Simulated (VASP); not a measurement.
**Run report: CdF$_{2}$, band-structure calculation**

The run: band-structure calculation of CdF$_{2}$ (3 atoms in the cell). Method and program: DFT, PBE, plane waves, PAW (VASP 6.6.1).

The structure was built on a prototype by a generator. The geometry comes from this level: r2SCAN (a point of a series of strains). It belongs to a series of runs on one base structure; here: epitaxial_111 strain -5.0%.

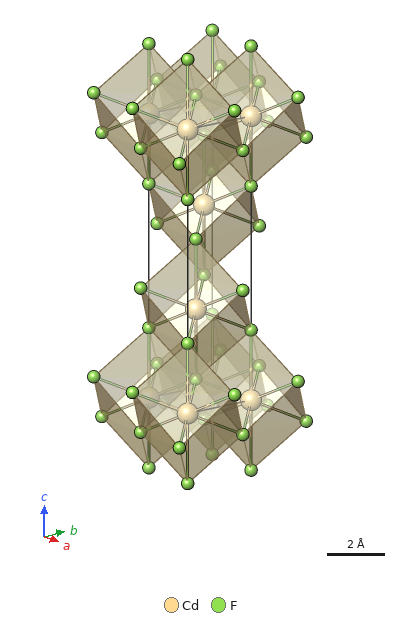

*The input geometry (polyhedral view of the cell 3 times as large as that of the calculation, set on its symmetry axes, seen slightly off an axis; polyhedra are completed across the faces of the cell). An atom can appear more than once, as a periodic image.*

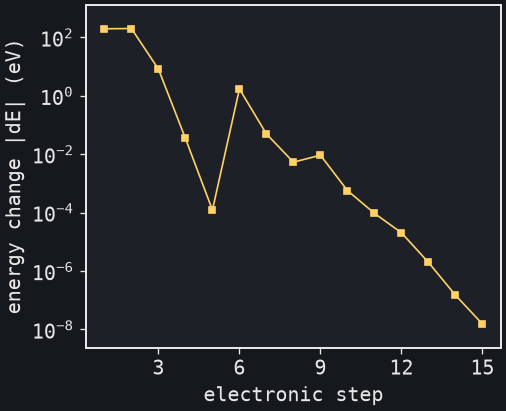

*Convergence of the self-consistent field: energy change |dE| against the electronic step.*

It takes 15 electronic steps. The density is held fixed in the first few steps, and dE rises again when its update begins.

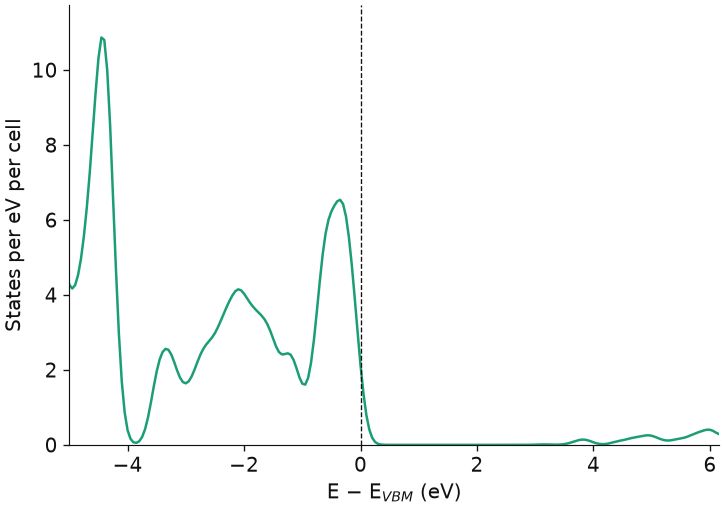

*Density of states (the curve is built from the levels of the k mesh with Gaussians 0.3 eV wide, which also blur the band edges), with energies from the valence-band top.*

There is a gap of 3.16 eV on the k-point mesh. Small ripples come from the finite k-point mesh.

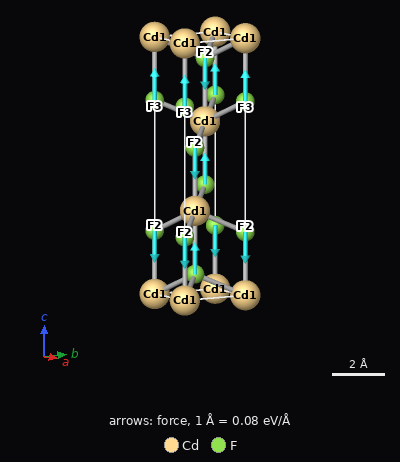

*Forces on the atoms as teal arrows (ball-and-stick view of the cell 3 times as large as that of the calculation, set on its symmetry axes, seen at an oblique angle; atoms are numbered from 1 in the order of the input).*

The largest act on F2, F3 (0.10 eV/Å). The geometry is not a stationary point of this energy.

The input and output of the run follow.

INCAR:
```
ENCUT = 520.000000
SIGMA = 0.020000
EDIFF = 1.00e-07
GGA = PE
PREC = Accurate
IBRION = -1
ISIF = 2
ISMEAR = -1
NBANDS = 20
NELM = 120
NSW = 0
LASPH = .TRUE.
LCHARG = .FALSE.
LWAVE = .FALSE.
LREAL = .FALSE.
```

KPOINTS:
```
KPOINTS created by Atomic Simulation Environment
0
Gamma
8 8 8
0 0 0
```

KPOINTS_OPT:
```
special points
7
Reciprocal
0.0000000000 0.0000000000 0.0000000000 1
0.5000000000 0.0000000000 0.5000000000 1
0.6250000000 0.2500000000 0.6250000000 1
0.3750000000 0.3750000000 0.7500000000 1
0.5000000000 0.5000000000 0.5000000000 1
0.5000000000 0.2500000000 0.7500000000 1
0.0000000000 0.5000000000 0.5000000000 1
```

POSCAR:
```
Cd F
 1.0000000000000000
     0.2382738233000000    2.7977426203000002    2.7977426203000002
     2.7977426203000002    0.2382738233000000    2.7977426203000002
     2.7977426203000002    2.7977426203000002    0.2382738233000000
 Cd  F
   1   2
Cartesian
  0.0000000000000000 -0.0000000000000000  0.0000000000000000
  1.4372823020626426  1.4372823020626428  1.4372823020626428
  4.3964767618373575  4.3964767618373575  4.3964767618373566
```

Command:
```bash
mpirun -np 1 vasp_std
```

OSZICAR:
```
N       E                     dE             d eps       ncg     rms          rms(c)
DAV:   1     0.197057317905E+03    0.19706E+03   -0.15691E+04  2696   0.133E+03
DAV:   2    -0.418264781185E+01   -0.20124E+03   -0.19286E+03  2820   0.346E+02
DAV:   3    -0.123938059157E+02   -0.82112E+01   -0.81868E+01  2996   0.765E+01
DAV:   4    -0.124285336586E+02   -0.34728E-01   -0.34726E-01  2768   0.511E+00
DAV:   5    -0.124286558612E+02   -0.12220E-03   -0.12220E-03  2976   0.273E-01    0.109E+01
DAV:   6    -0.107138063345E+02    0.17148E+01   -0.38509E+00  3364   0.374E+01    0.798E+00
DAV:   7    -0.107631830618E+02   -0.49377E-01   -0.91910E-01  2688   0.875E+00    0.458E+00
DAV:   8    -0.107578483993E+02    0.53347E-02   -0.13826E-01  2716   0.362E+00    0.721E-01
DAV:   9    -0.107485930687E+02    0.92553E-02   -0.35697E-02  3156   0.250E+00    0.899E-02
DAV:  10    -0.107491628661E+02   -0.56980E-03   -0.30216E-03  2688   0.598E-01    0.123E-01
DAV:  11    -0.107492570932E+02   -0.94227E-04   -0.11048E-04  2880   0.996E-02    0.346E-02
DAV:  12    -0.107492774842E+02   -0.20391E-04   -0.22972E-05  2688   0.470E-02    0.201E-02
DAV:  13    -0.107492794544E+02   -0.19702E-05   -0.67345E-06  2864   0.223E-02    0.433E-03
DAV:  14    -0.107492793056E+02    0.14879E-06   -0.77197E-07  2784   0.118E-02    0.531E-04
DAV:  15    -0.107492793208E+02   -0.15283E-07   -0.53613E-08  2304   0.269E-03
   1 F= -.10749279E+02 E0= -.10749279E+02  d E =-.355315E-11
       N       E                     dE             ncg
DAV:   1     0.260229094343E+04   -0.57819E+04      304
DAV:   2     0.120865058592E+04   -0.13936E+04      308
DAV:   3     0.115078589642E+04   -0.57865E+02      312
DAV:   4     0.115053640829E+04   -0.24949E+00      292
DAV:   5     0.115053561163E+04   -0.79666E-03      324
DAV:   6     0.115053560774E+04   -0.38907E-05      296
DAV:   7     0.115053560772E+04   -0.20452E-07      204
```

Parts of OUTCAR:
```
k-points           NKPTS =     65   k-points in BZ     NKDIM =     65   number of bands    NBANDS=     20

   NELECT =      26.0000    total number of electrons

   dimension x,y,z NGX =    30 NGY =   30 NGZ =   30
   dimension x,y,z NGXF=    60 NGYF=   60 NGZF=   60

  energy-cutoff  :      520.00
  volume of cell :       38.22
      direct lattice vectors                 reciprocal lattice vectors
     0.238273823  2.797742620  2.797742620    -0.203332028  0.187374044  0.187374044
     2.797742620  0.238273823  2.797742620     0.187374044 -0.203332028  0.187374044
     2.797742620  2.797742620  0.238273823     0.187374044  0.187374044 -0.203332028

 k-points in reciprocal lattice and weights: KPOINTS created by Atomic Simulation Env
   0.00000000  0.00000000  0.00000000       0.002
   0.12500000  0.00000000  0.00000000       0.012
   0.25000000  0.00000000  0.00000000       0.012
   0.37500000  0.00000000  0.00000000       0.012
   0.50000000  0.00000000  0.00000000       0.006
   0.12500000  0.12500000  0.00000000       0.012
   0.25000000  0.12500000  0.00000000       0.023
   0.37500000  0.12500000  0.00000000       0.023
   0.50000000  0.12500000 -0.00000000       0.023
  -0.37500000  0.12500000 -0.00000000       0.023
  -0.25000000  0.12500000 -0.00000000       0.023
  -0.12500000  0.12500000  0.00000000       0.012
   0.25000000  0.25000000  0.00000000       0.012
   0.37500000  0.25000000  0.00000000       0.023
   0.50000000  0.25000000  0.00000000       0.023
  -0.37500000  0.25000000 -0.00000000       0.023
  -0.25000000  0.25000000  0.00000000       0.012
   0.37500000  0.37500000  0.00000000       0.012
   0.50000000  0.37500000  0.00000000       0.023
  -0.37500000  0.37500000  0.00000000       0.012
   0.50000000  0.50000000  0.00000000       0.006
   0.12500000  0.12500000  0.12500000       0.004
   0.25000000  0.12500000  0.12500000       0.012
   0.37500000  0.12500000  0.12500000       0.012
   0.50000000  0.12500000  0.12500000       0.012
  -0.37500000  0.12500000  0.12500000       0.012
  -0.25000000  0.12500000  0.12500000       0.012
  -0.12500000  0.12500000  0.12500000       0.012
   0.25000000  0.25000000  0.12500000       0.012
   0.37500000  0.25000000  0.12500000       0.023
   0.50000000  0.25000000  0.12500000       0.023
  -0.37500000  0.25000000  0.12500000       0.023
  -0.25000000  0.25000000  0.12500000       0.023
  -0.12500000  0.25000000  0.12500000       0.023
   0.37500000  0.37500000  0.12500000       0.012
   0.50000000  0.37500000  0.12500000       0.023
  -0.37500000  0.37500000  0.12500000       0.023
  -0.25000000  0.37500000  0.12500000       0.023
  -0.12500000  0.37500000  0.12500000       0.023
   0.50000000  0.50000000  0.12500000       0.012
  -0.37500000  0.50000000  0.12500000       0.023
  -0.25000000  0.50000000  0.12500000       0.023
  -0.12500000  0.50000000  0.12500000       0.012
  -0.37500000 -0.37500000  0.12500000       0.012
  -0.25000000 -0.37500000  0.12500000       0.023
  -0.25000000 -0.25000000  0.12500000       0.012
   0.25000000  0.25000000  0.25000000       0.004
   0.37500000  0.25000000  0.25000000       0.012
   0.50000000  0.25000000  0.25000000       0.012
  -0.37500000  0.25000000  0.25000000       0.012
  -0.25000000  0.25000000  0.25000000       0.012
   0.37500000  0.37500000  0.25000000       0.012
   0.50000000  0.37500000  0.25000000       0.023
  -0.37500000  0.37500000  0.25000000       0.023
  -0.25000000  0.37500000  0.25000000       0.023
   0.50000000  0.50000000  0.25000000       0.012
  -0.37500000  0.50000000  0.25000000       0.023
  -0.25000000  0.50000000  0.25000000       0.012
  -0.37500000 -0.37500000  0.25000000       0.012
   0.37500000  0.37500000  0.37500000       0.004
   0.50000000  0.37500000  0.37500000       0.012
  -0.37500000  0.37500000  0.37500000       0.012
   0.50000000  0.50000000  0.37500000       0.012
  -0.37500000  0.50000000  0.37500000       0.012
   0.50000000  0.50000000  0.50000000       0.002

 E-fermi :  -0.6631

 k-point     1 :       0.0000    0.0000    0.0000
  band No.  band energies     occupation
      1     -22.0941      2.00000
      2     -20.9511      2.00000
      3      -6.8679      2.00000
      4      -6.8679      2.00000
      5      -6.7995      2.00000
      6      -5.5233      2.00000
      7      -5.5233      2.00000
      8      -2.2949      2.00000
      9      -2.2949      2.00000
     10      -2.0139      2.00000
     11      -1.9677      2.00000
     12      -1.4487      2.00000
     13      -1.4487      2.00000
     14       2.0481      0.00000
     15      10.2759      0.00000
     16      12.5859      0.00000
     17      12.5859      0.00000
     18      16.6369      0.00000
     19      19.0622      0.00000
     20      19.0622      0.00000

 k-point     2 :       0.1250    0.0000    0.0000
  band No.  band energies     occupation
      1     -22.0395      2.00000
      2     -20.9976      2.00000
      3      -6.7986      2.00000
      4      -6.7514      2.00000
      5      -6.6652      2.00000
      6      -5.5580      2.00000
      7      -5.5484      2.00000
      8      -2.7194      2.00000
      9      -2.3476      2.00000
     10      -2.2095      2.00000
     11      -2.0011      2.00000
     12      -1.5114      2.00000
     13      -1.4904      2.00000
     14       2.6639      0.00000
     15      10.4976      0.00000
     16      11.7371      0.00000
     17      12.7914      0.00000
     18      17.5728      0.00000
     19      18.2998      0.00000
     20      18.7653      0.00000

 k-point     3 :       0.2500    0.0000    0.0000
  band No.  band energies     occupation
      1     -21.8928      2.00000
      2     -21.1214      2.00000
      3      -6.6427      2.00000
      4      -6.5772      2.00000
      5      -6.1938      2.00000
      6      -5.6144      2.00000
      7      -5.5654      2.00000
      8      -3.4384      2.00000
      9      -2.5686      2.00000
     10      -2.5584      2.00000
     11      -2.3732      2.00000
     12      -1.6460      2.00000
     13      -1.5389      2.00000
     14       4.0463      0.00000
     15      10.0593      0.00000
     16      11.5572      0.00000
     17      13.2929      0.00000
     18      17.1416      0.00000
     19      18.2186      0.00000
     20      18.3262      0.00000

 k-point     4 :       0.3750    0.0000    0.0000
  band No.  band energies     occupation
      1     -21.6993      2.00000
      2     -21.2873      2.00000
      3      -6.5269      2.00000
      4      -6.4438      2.00000
      5      -5.6104      2.00000
      6      -5.5852      2.00000
      7      -5.4794      2.00000
      8      -3.8932      2.00000
      9      -3.1459      2.00000
     10      -2.8886      2.00000
     11      -2.8835      2.00000
     12      -1.6700      2.00000
     13      -1.5354      2.00000
     14       5.5551      0.00000
     15       8.9517      0.00000
     16      12.3909      0.00000
     17      13.7893      0.00000
     18      16.3641      0.00000
     19      17.7164      0.00000
     20      18.1560      0.00000

 k-point     5 :       0.5000    0.0000    0.0000
  band No.  band energies     occupation
      1     -21.5432      2.00000
      2     -21.4308      2.00000
      3      -6.4976      2.00000
      4      -6.4097      2.00000
      5      -5.5601      2.00000
      6      -5.3963      2.00000
      7      -5.2694      2.00000
      8      -3.9031      2.00000
      9      -3.6512      2.00000
     10      -3.0823      2.00000
     11      -3.0552      2.00000
     12      -1.6704      2.00000
     13      -1.5253      2.00000
     14       6.4306      0.00000
     15       8.2782      0.00000
     16      12.8238      0.00000
     17      13.9871      0.00000
     18      16.0529      0.00000
     19      17.3592      0.00000
     20      18.1597      0.00000

 [... the levels of 59 k-points are left out ...]

 k-point    65 :       0.5000    0.5000    0.5000
  band No.  band energies     occupation
      1     -21.5283      2.00000
      2     -21.5097      2.00000
      3      -6.6039      2.00000
      4      -6.6039      2.00000
      5      -5.4772      2.00000
      6      -5.4772      2.00000
      7      -5.4158      2.00000
      8      -3.9088      2.00000
      9      -3.3335      2.00000
     10      -3.0293      2.00000
     11      -3.0293      2.00000
     12      -1.2654      2.00000
     13      -1.2654      2.00000
     14       5.6626      0.00000
     15       7.5985      0.00000
     16      14.2532      0.00000
     17      14.2532      0.00000
     18      17.9628      0.00000
     19      17.9628      0.00000
     20      18.0109      0.00000

  Total        2.4754339      2.4754339      2.4754339     -0.4932200     -0.4932200     -0.4932200
  in kB      103.7800210    103.7800210    103.7800210    -20.6777413    -20.6777413    -20.6777413
  external PRESSURE =     103.7800210 kB  Pullay stress =       0.0000000 kB

 POSITION                                       TOTAL-FORCE (eV/Angst)
 -----------------------------------------------------------------------------------
      0.00000      0.00000      0.00000        -0.000000     -0.000000      0.000000
      1.43728      1.43728      1.43728        -0.058656     -0.058656     -0.058656
      4.39648      4.39648      4.39648         0.058656      0.058656      0.058656
 -----------------------------------------------------------------------------------
    total drift:                                0.000000      0.000000      0.000000

  FREE ENERGIE OF THE ION-ELECTRON SYSTEM (eV)
  ---------------------------------------------------
  free  energy   TOTEN  =       -10.7492793208 eV

  energy  without entropy=      -10.7492793208  energy(sigma->0) =      -10.74927932
```

Results in brief:

| quantity | value |
| --- | --- |
| outcome | converged |
| space group (tolerance 0.01 Å) | R-3m (166) |
| electrons treated | 26 |
| free energy | −10.7493 eV |
| Fermi energy | −0.663 eV |
| band gap | 3.16 eV |
| pressure | 10.38 GPa |
| largest force (length of the vector) | 0.102 eV/Å |
| hardware | 1 CPU thread, shared host |
| wall time | 54 s |
| peak memory | 0.22 GiB |

Remarks:

The cell is under a pressure of 10.4 GPa at this level, so it is not at its equilibrium volume.
